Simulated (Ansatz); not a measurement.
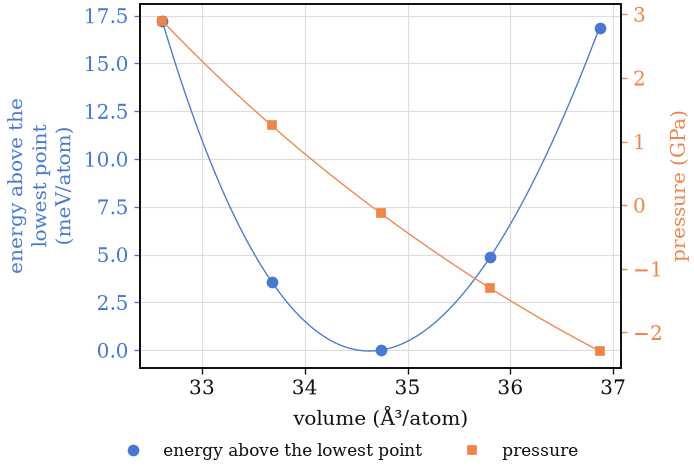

The figure shows the energy above the lowest point and pressure against volume for TePb, space group Fm-3m (No. 225) (one of a set of cubic test structures, which need not be the stable phase).

Calculation (Ansatz 0.2.0 development build): equation of state of a cubic crystal from periodic Kohn-Sham density functional theory without spin, third-order Birch-Murnaghan fit to the free energies; pressure corrected for the finite basis. Level: HSE06, no spin-orbit coupling.

| setting | value |
| --- | --- |
| structure type | rock salt |
| atoms in cell | 2 |
| space group number | 225 |
| lattice centring | face-centred primitive |
| k mesh | 4×4×4 |
| occupation method | Fermi–Dirac |
| occupation width | 0.05 eV |
| wave cutoff | 420 eV |
| datasets | soft-1 PAW |
| density tolerance | 0 eV |
| bands | 19 |
| density cutoff ratio | 4 |
| search for lower states | default |
| exchange singularity | regularized |

What equilibrium volume and bulk modulus follow from the curve?

A third-order Birch–Murnaghan fit gives V0 = 34.63 Å³/atom, B0 = 42.1 GPa and B′ = 4.6.

What does the pressure do across the range?

It falls from 2.897 GPa at volume 32.61 Å³/atom to −2.292 GPa at 36.87 Å³/atom, and changes sign near 34.6 Å³/atom.

Caveats: modest k-mesh, values are not fully converged in k; no spin-orbit coupling with 6p elements.

The computed values:

| volume (Å³/atom) | energy above the lowest point (meV/atom) | pressure (GPa) |
| --- | --- | --- |
| 32.61 | 17.2 | 2.897 |
| 33.68 | 3.6 | 1.252 |
| 34.74 | 0.0 | −0.130 |
| 35.80 | 4.9 | −1.305 |
| 36.87 | 16.9 | −2.292 |
